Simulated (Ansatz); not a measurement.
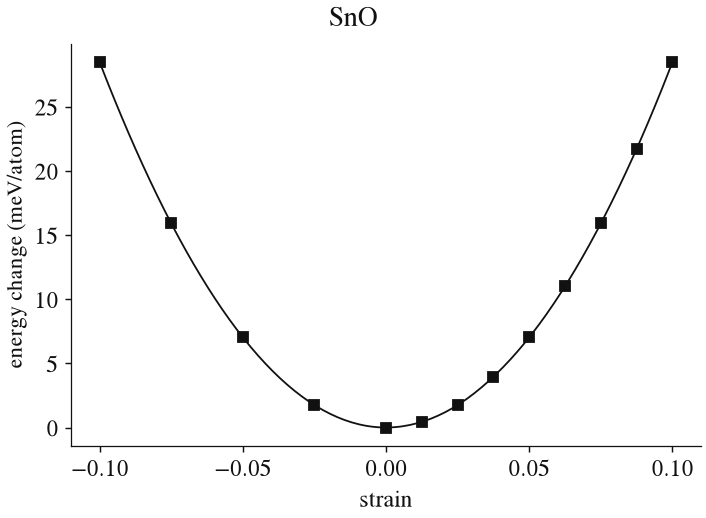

The figure shows the energy change against strain for SnO, space group P4/nmm (No. 129).

Cell as given: a = 3.802 Å, b = 3.802 Å, c = 4.836 Å, α = 90.00°, β = 90.00°, γ = 90.00°; 4 atoms.

How it was computed, with Ansatz 0.2.0: homogeneous strain of a crystal along one Voigt pattern with engineering shear, fractional coordinates fixed, by plane-wave density functional theory with PAW datasets, free energies less that of the undisturbed cell; scalar-relativistic. Level: PBEsol with D3(BJ), no spin polarisation.

- wave cutoff: 420 eV
- k mesh: 12×12×10
- occupations: Gaussian
- smearing width: 0.15 eV
- k shift: (0, 0, 0) (mesh steps)
- start: as given
- strain pattern: (0, 0, 0, 1, 0, 0) (xx yy zz yz xz xy with engineering shear)

The points at strain −0.075, −0.025, 0.05 and 0.1 follow from computed ones by symmetry.

Give the values behind the plot as a table.

```csv
strain,energy change (meV/atom)
-0.1000,28.48
-0.0750,15.91
-0.0500,7.03
-0.0250,1.75
0.0000,0.00
0.0125,0.44
0.0250,1.75
0.0375,3.96
0.0500,7.03
0.0625,11.01
0.0750,15.91
0.0875,21.72
0.1000,28.48
```

Keep in mind: reference crystal is not relaxed.
